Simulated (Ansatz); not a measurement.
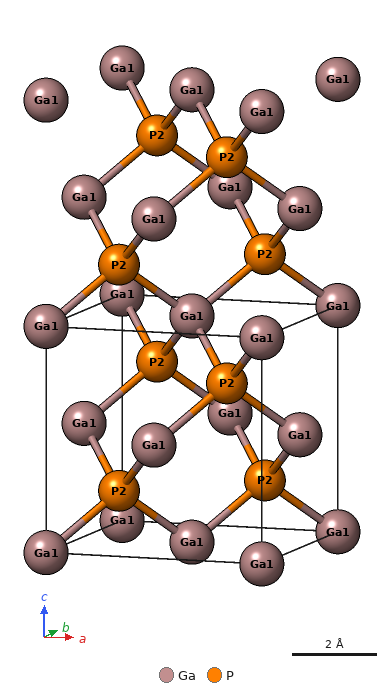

This is a symmetric starting cell of GaP. A ball-and-stick model of the conventional cell (4 times the calculation's cell), repeated 1 × 1 × 2 with one cell outlined, seen slightly off an axis. Lengths and directions refer to the drawn axes.

Computed with Ansatz, DFT PBEsol, scalar-relativistic, plane waves, PAW. Settings: plane-wave cutoff 420 eV; k-point mesh 8 × 8 × 8; occupations gaussian; smearing width 0.02 eV; no spin polarisation.

Now this is done to it. All lengths are scaled by +2.8 % (volume +8.5 %), the atoms keeping their fractional coordinates. No relaxation follows. The starting cell wasn't computed here and needn't be at equilibrium, so pressure and forces aren't due to the change alone.

> What does the calculation give for the changed structure?

The pressure is −6.1 GPa (not all of it need come from the change, since the unchanged cell can be under pressure at this level too). All forces vanish by symmetry. Among the bonded contacts that change: Ga–P 2.360 → 2.425 Å. The space group stays F-43m (No. 216).

Drawn alike, the variant:

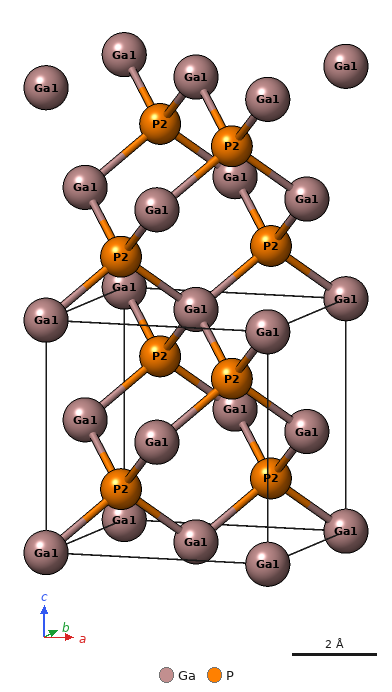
